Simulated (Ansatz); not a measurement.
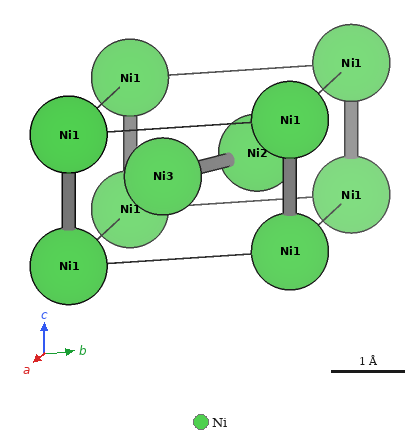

Figure 1. The structure as given in the input (ball-and-stick view of the cell of the calculation, seen slightly off an axis; atoms are numbered from 1 in the order of the input). Near neighbours in the crystal (not all of them lie inside the picture): Ni has 2 Ni at 1.88 Å; Ni has 5 Ni at 1.82 to 1.88 Å.

## Ni: geometry relaxation (part 1 of 2)

Ni (3 atoms in the cell), computed with DFT, PBE, all-electron LAPW, scalar-relativistic, spin-polarised (Ansatz 0.2.0).

It belongs to a series of runs on one base structure; here: omega relaxed under pressure, LAPW. Figures and captions count atoms from 1; the log counts them from 0 in places.

The program's output:
```
The last accepted step is kept in [file] (removed where the run ends without a failure and the disk answers)
LAPW: plane waves up to 13.745 Å⁻¹, error target 5.0e-4 eV per atom; small_component_spin mean_spin; Ni in spheres of 0.884 Å, 26 of its electrons in bands, Dirac shells [] (how accurate: hamiltonian.pseudopotentials.lapw.basis_error, Limitations)
Engine: ansatz 0.2.0, aarch64-unknown-linux-gnu
Pseudopotentials: kind: all_electron
Pseudopotential: Ni, LAPW, valence charge 26, lapw/all_electron/scalar/gaussian/Ni, Koelling and Harmon's equation, gaussian nucleus
Functional definition: PBE
  parameter kappa = 0.804
  parameter beta = 0.06672455060314922
  exchange = pbe_x(kappa = kappa, mu = beta*pi^2/3)
  correlation = pbe_c(beta = beta)
Crystal: 3 atoms, lattice volume = 16.255 Å³
Basis set: ecut = 719.8314354203213 eV, 693 PW (Γ), exchange–correlation at level 2
Bands: 49, of which v1, the nominal top of the filled ones, is band 39 counted from 1 (38 counted from 0)
Symmetry: 24 space group operations
Space group: P6/mmm (ITA 191), of the structure as read, at distance tolerance 2.5e-5 Å
Magnetic group: BNS 191.233 (UNI 1463), of the structure as read, at distance tolerance 2.5e-5 Å
k-points: 171 of 2304
Non-local potential: Ni, projectors of the file, none
Initial density: superposition of atomic densities (chi_scale 0.1, normalization cell)
Starting moments: Σ|m| = 3 μB on 3 of 3 sites
Initial wavefunctions: plane waves of lowest kinetic energy (no species holds an atomic orbital)
Functional: x = pbe(κ = 0.804, μ = 0.2195149727645171), c = pbe(β = 0.06672455060314922)
iter 1 solved again at ethr=2.34e-5 eV; its pass at ethr=1.00e-1 eV (dr2=1.82e-2 eV) is discarded
SCF iter   1: F=—  HF=-124127.633407 eV  |F-HF|=—  |Δ(HF+E_count)|=         —  Δρ=5.23e-2 (↑5.23e-2 ↓4.89e-2)  dr2=1.84e-2  dr2_m=3.71e-1  M=1.532 μB ∫|m|=1.604 μB  β_m=0.30  ethr=2.34e-5  ⟨swp⟩=3.0  Hψ=113319  notcnv=0
Mixer restart at iter 1: flushing history
preconditioner: auto → none  [metal: Δε(μ)=0.004 eV  Ē_g=21.933 eV  σ=0.080 eV  W_gap=0.01  n_scr=8 (ndim 8)  ℏωp=50.4 eV  f_vac=0.000  D(μ)=2.50/eV (n_scr^D=44)  sad-step TF]
SCF iter   2: F=—  HF=-124128.154579 eV  |F-HF|=—  |Δ(HF+E_count)|=         —  Δρ=6.46e-2 (↑6.46e-2 ↓6.20e-2)  dr2=1.32e-2  dr2_m=5.92e-1  M=0.859 μB ∫|m|=0.876 μB  β_m=0.30  ethr=2.34e-5  ⟨swp⟩=2.2  Hψ=47162  notcnv=0
Mixer restart at iter 2: flushing history
SCF iter   3: F=—  HF=-124128.131766 eV  |F-HF|=—  |Δ(HF+E_count)|=   2.28e-2  Δρ=4.80e-2 (↑4.80e-2 ↓4.63e-2)  dr2=4.87e-3  dr2_m=3.30e-1  M=0.784 μB ∫|m|=0.807 μB  β_m=0.65  ethr=1.69e-5  ⟨swp⟩=2.0  Hψ=47086  notcnv=0
SCF iter   4: F=—  HF=-124128.124887 eV  |F-HF|=—  |Δ(HF+E_count)|=   6.88e-3  Δρ=1.52e-2 (↑1.13e-2 ↓1.52e-2)  dr2=1.00e-1  dr2_m=9.59e-3  M=0.377 μB ∫|m|=0.408 μB  β_m=0.44  ethr=6.25e-6  ⟨swp⟩=3.0  Hψ=55544  notcnv=0
iter 5 solved again at ethr=4.20e-7 eV; its pass at ethr=6.25e-6 eV (dr2=3.27e-4 eV) is discarded
SCF iter   5: F=—  HF=-124128.108687 eV  |F-HF|=—  |Δ(HF+E_count)|=   1.62e-2  Δρ=4.70e-3 (↑4.46e-3 ↓4.70e-3)  dr2=3.27e-4  dr2_m=3.02e-3  M=0.363 μB ∫|m|=0.395 μB  β_m=0.72  ethr=4.20e-7  ⟨swp⟩=2.0  Hψ=86883  notcnv=0
SCF iter   6: F=—  HF=-124128.109513 eV  |F-HF|=—  |Δ(HF+E_count)|=         —  Δρ=2.89e-3 (↑2.27e-3 ↓2.89e-3)  dr2=2.10e-4  dr2_m=9.59e-4  M=0.248 μB ∫|m|=0.271 μB  β_m=0.86  ethr=4.20e-7  ⟨swp⟩=3.0  Hψ=50027  notcnv=0
the basis was enlarged: its passes take 1.3 MiB over the memory plan, 2 of 2 planned eigensolver slots
SCF iter   7: F=—  HF=-124128.110419 eV  |F-HF|=—  |Δ(HF+E_count)|=   9.06e-4  Δρ=1.16e-3 (↑1.16e-3 ↓8.33e-4)  dr2=7.25e-5  dr2_m=1.34e-4  M=0.082 μB ∫|m|=0.089 μB  β_m=0.77  ethr=2.69e-7  ⟨swp⟩=3.0  Hψ=52246  notcnv=0
SCF iter   8: F=—  HF=-124128.110392 eV  |F-HF|=—  |Δ(HF+E_count)|=   2.66e-5  Δρ=6.06e-4 (↑4.15e-4 ↓6.06e-4)  dr2=4.18e-6  dr2_m=3.76e-5  M=0.039 μB ∫|m|=0.042 μB  β_m=0.66  ethr=9.30e-8  ⟨swp⟩=2.8  Hψ=49790  notcnv=0
SCF iter   9: F=—  HF=-124128.110383 eV  |F-HF|=—  |Δ(HF+E_count)|=   9.22e-6  Δρ=2.78e-4 (↑2.78e-4 ↓2.41e-4)  dr2=2.75e-7  dr2_m=9.92e-6  M=0.017 μB ∫|m|=0.018 μB  β_m=0.77  ethr=5.35e-9  ⟨swp⟩=2.5  Hψ=49750  notcnv=0
SCF iter  10: F=—  HF=-124128.110385 eV  |F-HF|=—  |Δ(HF+E_count)|=   1.62e-6  Δρ=2.41e-5 (↑1.73e-5 ↓2.41e-5)  dr2=2.71e-8  dr2_m=5.26e-8  M=0.001 μB ∫|m|=0.001 μB  β_m=0.88  ethr=3.52e-10  ⟨swp⟩=3.0  Hψ=53297  notcnv=0
SCF iter  11: F=—  HF=-124128.110385 eV  |F-HF|=—  |Δ(HF+E_count)|=   1.98e-7  Δρ=2.95e-5 (↑2.74e-5 ↓2.95e-5)  dr2=1.21e-8  dr2_m=1.19e-7  M=-0.002 μB ∫|m|=0.002 μB  β_m=0.88  ethr=3.47e-11  ⟨swp⟩=3.0  Hψ=52689  notcnv=0
SCF iter  12: F=—  HF=-124128.110385 eV  |F-HF|=—  |Δ(HF+E_count)|=   2.41e-8  Δρ=2.32e-6 (↑2.31e-6 ↓2.32e-6)  dr2=2.51e-10  dr2_m=6.72e-10  M=-0.000 μB ∫|m|=0.000 μB  β_m=0.94  ethr=3.27e-11 (applied; sched 1.55e-11)  ⟨swp⟩=3.0  Hψ=52276  notcnv=0
SCF iter  13: F=—  HF=-124128.110385 eV  |F-HF|=—  |Δ(HF+E_count)|=  1.89e-10  Δρ=1.15e-6 (↑1.15e-6 ↓1.09e-6)  dr2=1.05e-10  dr2_m=1.57e-10  M=-0.000 μB ∫|m|=0.000 μB  β_m=0.92  ethr=2.90e-11 (applied; sched 1.00e-12)  ⟨swp⟩=2.0  Hψ=47070  notcnv=0
SCF iter  14: F=—  HF=-124128.110385 eV  |F-HF|=—  |Δ(HF+E_count)|=  4.37e-11  Δρ=3.96e-7 (↑3.96e-7 ↓3.89e-7)  dr2=9.06e-11  dr2_m=8.40e-12  M=-0.000 μB ∫|m|=0.000 μB  β_m=0.69  ethr=2.90e-11 (applied; sched 1.00e-12)  ⟨swp⟩=2.0  Hψ=47070  notcnv=0
SCF iter  15: F=-124128.110385 eV  HF=-124128.110385 eV  |F-HF|=2.91e-11  |Δ(HF+E_count)|=    0.00e0  Δρ=1.62e-7 (↑1.52e-7 ↓1.62e-7)  dr2=1.93e-11  dr2_m=1.36e-13  M=-0.000 μB ∫|m|=0.000 μB  ethr=2.90e-11 (applied; sched 1.00e-12)  ⟨swp⟩=2.0  Hψ=47070  notcnv=0
WARN: the starting moments were not kept: the SCF closed with an absolute magnetisation of 1.3e-5 μB, where they sum to 3 μB in size (3 sites). That is at most 0.1 of that sum. Measured as dr2_m measures the in/out step, that magnetisation stands 4.2e-11 eV from none, at or under the dr2_threshold of 1.0e-7 eV: it is no larger than a step whose dr2_m would equal this threshold. The system may hold no moment; this SCF shows only that its start led to no more than that. To try another start: raise the starting moments (crystal.atoms[].spin, magnetization.per_species, magnetization.initial_magnetization, or on a non-collinear deck that types none of these the spinor_matrix: blocks that start its atoms; where the total moment is fixed, keep their sum and leave initial_magnetization as it is; typed ones take the place of any that the run laid by itself, positive ones on a crystal's lanthanoids without a Hubbard term where scf.initial_density.shell_occupations: [] is typed) or, if the notice of its spin-set hold's release reads "site moments contracting" or "site moments show no strong build", lengthen the hold (scf.mixing.spin_hold: { on: { confirm: 4 } }; for m-r²SCAN on two components see the key's manual first). Each may lead to a state that holds a moment. A second SCF, from the converged charge density, with the starting moments and any scf.initial_density.shell_occupations laid on it anew, would have followed, and was not run: the deck does not ask for one (magnetization.retry_lost_moments is false, the default). To let it run, set magnetization.retry_lost_moments: true and run the deck again, where that key's refused combinations let it; where memory then withholds it, that run's warning says so.
SCF 1 converged in 15 iterations: F = -124128.110385 eV  dr2 = 1.93e-11
relax step   1: F+E_penalty+E_count = -124128.11038496 eV  Δ(F+E_penalty+E_count) = +0.000e0 eV  max|allowed force component| = 2.591e-16 eV/Å  Δτ_max = 0.0000 Å  P = +741.056 GPa  Ω = 16.255 Å³  (15 SCF iters, accepted)
Crystal: 3 atoms, lattice volume = 16.264 Å³
Basis set: ecut = 719.5797901281582 eV, 693 PW (Γ), exchange–correlation at level 2
Initial density: handed on by an earlier stage of this run
Starting moments: Σ|m| = 3 μB on 3 of 3 sites; this step starts from the density that it was given
Initial wavefunctions: those handed on with the density
iter 1 solved again at ethr=2.89e-11 eV; its pass at ethr=1.00e-1 eV (dr2=2.25e-8 eV) is discarded
SCF iter   1: F=—  HF=-124128.149791 eV  |F-HF|=—  |Δ(HF+E_count)|=         —  Δρ=1.07e-5 (↑1.07e-5 ↓1.07e-5)  dr2=2.14e-8  dr2_m=5.14e-13  M=-0.000 μB ∫|m|=0.000 μB  β_m=0.65  ethr=4.06e-11 (applied; sched 2.89e-11)  ⟨swp⟩=5.1  Hψ=98487  notcnv=0
preconditioner: auto → none  [metal: Δε(μ)=0.001 eV  Ē_g=21.893 eV  σ=0.080 eV  W_gap=0.00  n_scr=6 (ndim 8)  ℏωp=50.4 eV  f_vac=0.000  D(μ)=4.32/eV (n_scr^D=100)]
SCF iter   2: F=—  HF=-124128.149791 eV  |F-HF|=—  |Δ(HF+E_count)|=   1.24e-7  Δρ=4.39e-6 (↑4.39e-6 ↓4.26e-6)  dr2=5.21e-9  dr2_m=1.52e-12  M=-0.000 μB ∫|m|=0.000 μB  β_m=0.36  ethr=3.27e-11 (applied; sched 2.74e-11)  ⟨swp⟩=3.0  Hψ=52388  notcnv=0
iter 3 solved again at ethr=1.00e-12 eV; its pass at ethr=6.67e-12 eV (dr2=4.91e-10 eV) is discarded
SCF iter   3: F=—  HF=-124128.149791 eV  |F-HF|=—  |Δ(HF+E_count)|=   2.68e-8  Δρ=1.60e-6 (↑1.58e-6 ↓1.60e-6)  dr2=4.90e-10  dr2_m=6.40e-13  M=-0.000 μB ∫|m|=0.000 μB  β_m=0.62  ethr=2.09e-11 (applied; sched 1.00e-12)  ⟨swp⟩=2.0  Hψ=81155  notcnv=0
SCF iter   4: F=-124128.149791 eV  HF=-124128.149791 eV  |F-HF|=1.57e-9  |Δ(HF+E_count)|=   6.01e-9  Δρ=1.20e-6 (↑1.20e-6 ↓1.17e-6)  dr2=5.07e-10  dr2_m=1.38e-13  M=-0.000 μB ∫|m|=0.000 μB  ethr=2.90e-11 (applied; sched 1.00e-12)  ⟨swp⟩=2.0  Hψ=47070  notcnv=0
the starting moments were not kept: the SCF closed with an absolute magnetisation of 1.0e-5 μB, where they sum to 3 μB in size (3 sites). That is at most 0.1 of that sum. Measured as dr2_m measures the in/out step, that magnetisation stands 2.4e-11 eV from none, at or under the dr2_threshold of 1.0e-7 eV: it is no larger than a step whose dr2_m would equal this threshold.
SCF 2 converged in 4 iterations: F = -124128.149791 eV  dr2 = 5.07e-10
relax step   2: F+E_penalty+E_count = -124128.14979062 eV  Δ(F+E_penalty+E_count) = -3.941e-2 eV  max|allowed force component| = 7.401e-17 eV/Å  Δτ_max = 0.0000 Å  P = +739.629 GPa  Ω = 16.264 Å³  (4 SCF iters, accepted)
Crystal: 3 atoms, lattice volume = 16.262 Å³
Basis set: ecut = 719.644924303208 eV, 693 PW (Γ), exchange–correlation at level 2
iter 1 solved again at ethr=1.10e-12 eV; its pass at ethr=1.00e-1 eV (dr2=8.57e-10 eV) is discarded
SCF iter   1: F=—  HF=-124128.139595 eV  |F-HF|=—  |Δ(HF+E_count)|=         —  Δρ=3.03e-6 (↑3.03e-6 ↓2.94e-6)  dr2=1.83e-9  dr2_m=6.80e-13  M=-0.000 μB ∫|m|=0.000 μB  β_m=0.65  ethr=3.65e-11 (applied; sched 1.10e-12)  ⟨swp⟩=4.7  Hψ=90296  notcnv=0
preconditioner: auto → none  [metal: Δε(μ)=0.001 eV  Ē_g=21.896 eV  σ=0.080 eV  W_gap=0.00  n_scr=6 (ndim 8)  ℏωp=50.4 eV  f_vac=0.000  D(μ)=4.32/eV (n_scr^D=100)]
SCF iter   2: F=-124128.139595 eV  HF=-124128.139595 eV  |F-HF|=2.40e-8  |Δ(HF+E_count)|=   2.40e-9  Δρ=2.50e-6 (↑2.47e-6 ↓2.50e-6)  dr2=2.95e-9  dr2_m=1.15e-13  M=-0.000 μB ∫|m|=0.000 μB  ethr=2.90e-11 (applied; sched 1.10e-12)  ⟨swp⟩=2.0  Hψ=47070  notcnv=0
the starting moments were not kept: the SCF closed with an absolute magnetisation of 9.1e-6 μB, where they sum to 3 μB in size (3 sites). That is at most 0.1 of that sum. Measured as dr2_m measures the in/out step, that magnetisation stands 2.0e-11 eV from none, at or under the dr2_threshold of 1.0e-7 eV: it is no larger than a step whose dr2_m would equal this threshold.
SCF 3 converged in 2 iterations: F = -124128.139595 eV  dr2 = 2.95e-9
relax step   3: F+E_penalty+E_count = -124128.13959515 eV  Δ(F+E_penalty+E_count) = +1.020e-2 eV  max|allowed force component| = 1.850e-16 eV/Å  Δτ_max = 0.0000 Å  P = +740.000 GPa  Ω = 16.262 Å³  (2 SCF iters, accepted)
iter 1 solved again at ethr=1.00e-12 eV; its pass at ethr=1.00e-1 eV (dr2=2.77e-10 eV) is discarded
SCF iter   1: F=—  HF=-124128.139595 eV  |F-HF|=—  |Δ(HF+E_count)|=         —  Δρ=1.01e-6 (↑8.96e-7 ↓1.01e-6)  dr2=2.66e-10  dr2_m=1.21e-12  M=-0.000 μB ∫|m|=0.000 μB  β_m=0.65  ethr=3.65e-11 (applied; sched 1.00e-12)  ⟨swp⟩=2.1  Hψ=72242  notcnv=0  reapply=2
SCF iter   2: F=—  HF=-124128.139595 eV  |F-HF|=—  |Δ(HF+E_count)|=   1.73e-9  Δρ=7.03e-7 (↑7.03e-7 ↓6.52e-7)  dr2=1.07e-10  dr2_m=2.33e-13  M=-0.000 μB ∫|m|=0.000 μB  β_m=0.36  ethr=2.90e-11 (applied; sched 1.00e-12)  ⟨swp⟩=2.0  Hψ=47070  notcnv=0
SCF iter   3: F=-124128.139595 eV  HF=-124128.139595 eV  |F-HF|=1.02e-10  |Δ(HF+E_count)|=  8.59e-10  Δρ=2.79e-7 (↑2.79e-7 ↓2.73e-7)  dr2=5.74e-11  dr2_m=8.35e-14  M=-0.000 μB ∫|m|=0.000 μB  ethr=2.90e-11 (applied; sched 1.00e-12)  ⟨swp⟩=2.0  Hψ=47070  notcnv=0
the starting moments were not kept: the SCF closed with an absolute magnetisation of 7.7e-6 μB, where they sum to 3 μB in size (3 sites). That is at most 0.1 of that sum. Measured as dr2_m measures the in/out step, that magnetisation stands 1.4e-11 eV from none, at or under the dr2_threshold of 1.0e-7 eV: it is no larger than a step whose dr2_m would equal this threshold.
SCF 4 converged in 3 iterations: F = -124128.139595 eV  dr2 = 5.74e-11
relax step   4: F+E_penalty+E_count = -124128.13959526 eV  Δ(F+E_penalty+E_count) = -1.096e-7 eV  max|allowed force component| = 1.850e-16 eV/Å  Δτ_max = 0.0000 Å  P = +739.999 GPa  Ω = 16.262 Å³  stress off target by 2.09e-2 GPa  SCF on the basis re-selected at this cell (its energy is not comparable with the rows above)  (3 SCF iters)
```
